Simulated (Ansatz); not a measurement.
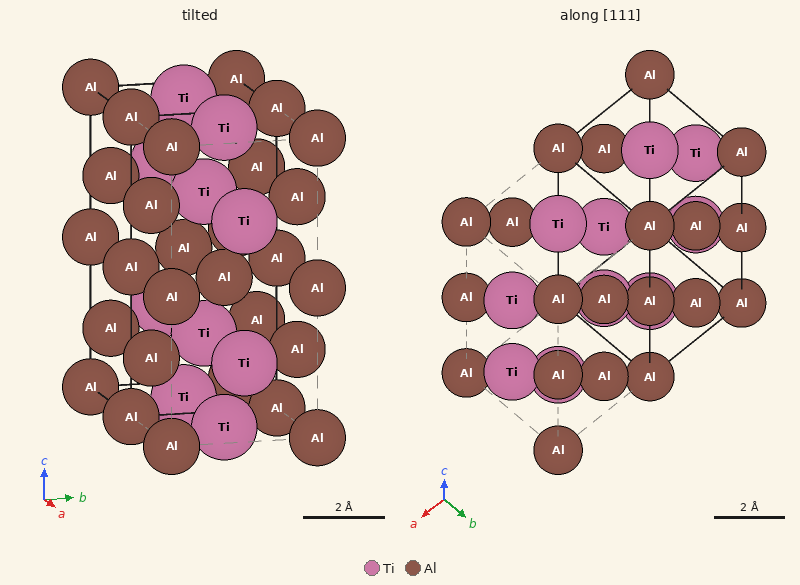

View slightly off an axis and along [111], drawn as a spheres-only model. A block of 2×1×1 cells is shown, with one conventional unit cell in solid outline. Cell: a = 3.692 Å, b = 3.783 Å, c = 7.646 Å, α = 90.00°, β = 90.00°, γ = 90.00°.

What can be read from this drawing?

Its composition is Ti3Al5. The atoms follow space group Pmmm (No. 47); the Bravais lattice is primitive orthorhombic. One cell contains 3 Ti, 5 Al, 8 atoms in all. Ti takes two kinds of site: 2r with ten Al and two Ti in a distorted cuboctahedral arrangement (about 2.6 to 2.8 Å to Al, 2.7 Å to Ti); 1f with eight Al and four Ti in a cuboctahedral arrangement (about 2.7 Å to Al, 2.7 Å to Ti).

The structure comes from a structure listed in the Materials Project. It was relaxed with Ansatz 0.2.0, DFT PBEsol, scalar-relativistic, plane waves, PAW under a constraint or pressure on the cell, so some stress remains.

At this level of theory the run's own cell isn't at rest (compressed, at 25 GPa), so its distances can differ from those at equilibrium, the more so the softer the solid.
